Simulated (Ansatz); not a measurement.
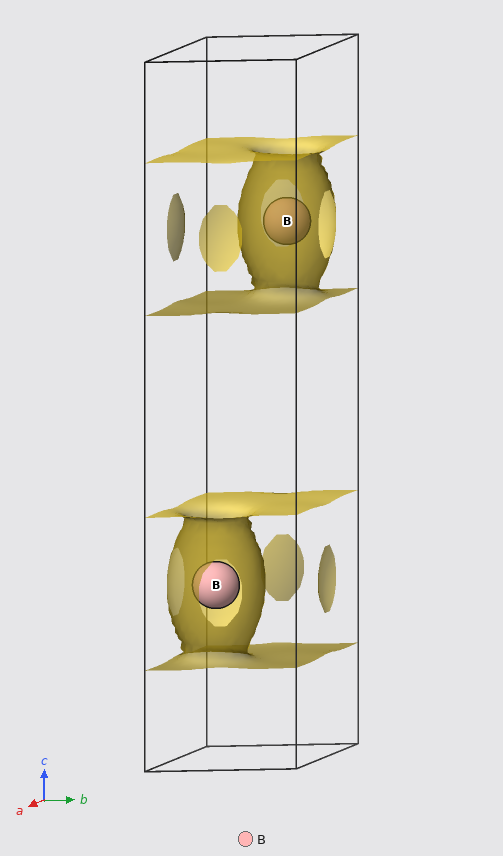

*B. Isosurface of the electron localisation function at 0.55 (yellow), seen slightly off an axis. Only the valence region is drawn (cores and ρ < 0.01 e/Å³ removed).*

Space group P6₃/mmc; a structure generated by program, which may or may not match a known phase.

The calculation used DFT PBE, scalar-relativistic, plane waves, PAW in Ansatz 0.2.0.

Q: Describe the localisation domains.

A: The surface consists of sheets that run through the cell in two directions, counted in one cell of 2 atoms. Regions shared between cells count once. There are no localised bonds or lone pairs at this value.

Values along the shortest contacts:
B–B (1.71 Å): the ELF peaks at about 0.75 between the atoms.

Q: Does the calculation give a band gap?

A: It is metallic or semimetallic at this level of theory: no gap opens.
